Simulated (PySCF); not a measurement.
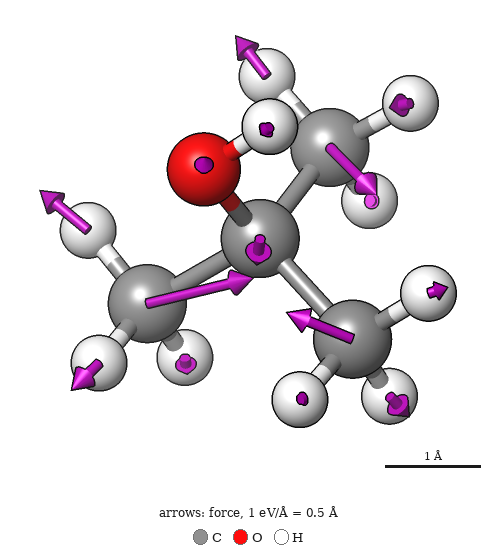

Starting geometry of C4H10O with the computed forces as purple arrows. The picture is a ball-and-stick view, seen at a tilt.

The start comes from GFN2-xTB. Its atoms were then displaced at random by about 0.01 Å.

These are results of PySCF, PBE0-D3(BJ)/def2-TZVP geometry optimisation, gas phase, not measurements. 

### Is this structure relaxed? If not, where do the atoms go?

It isn't relaxed: the largest force vector, on a C atom, is 2.54 eV/Å. The final displacements follow the starting forces only in part (cosine between the two patterns 0.64). The energy falls by 0.151 eV in 8 geometry steps. The atom that moves furthest after the best rigid fit is an H atom (0.052 Å). By element the largest moves are H 0.052 Å, C 0.043 Å, O 0.010 Å. Near-neighbour distances that change, for instance: C–C 1.565 → 1.517 Å, C–H 1.053 → 1.092 Å, C–C 1.545 → 1.523 Å, C–H 1.114 → 1.094 Å. Bond angles that change, for instance: H–C–H 111.6° → 108.3°, C–C–H 106.8° → 110.1°, H–C–H 110.9° → 107.7°.
